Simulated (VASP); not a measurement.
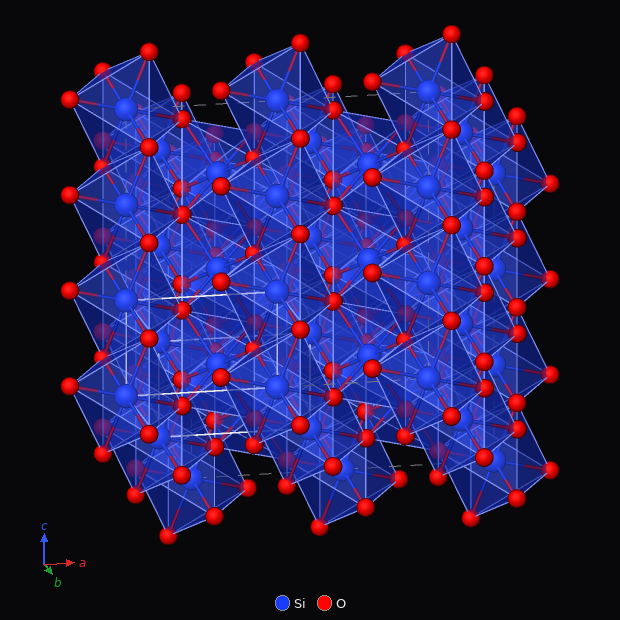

Polyhedra are drawn about Si (bonds: O–Si below 2 Å); other atoms are plain spheres.

SiO₂ (space group P4_2/mnm, No. 136). Coordinates: the end point of a relaxation with VASP, VASP Kohn-Sham DFT of a periodic cell, LDA, VASP PAW LDA potentials, recommended.

What figure surrounds each Si atom, and what does it share with the other drawn polyhedra?

Answer. Si: SiO6 octahedron, sharing edges with two neighbours and corners with eight neighbours.

What is the connectivity of the polyhedra: isolated, groups, chains, layers or framework?

Answer. They form a three-dimensional framework of corner- and edge-sharing octahedra.

How far apart are the centres of linked polyhedra?

Answer. Centre to centre across a shared edge: 2.67 Å; across a shared corner: 3.23 Å.
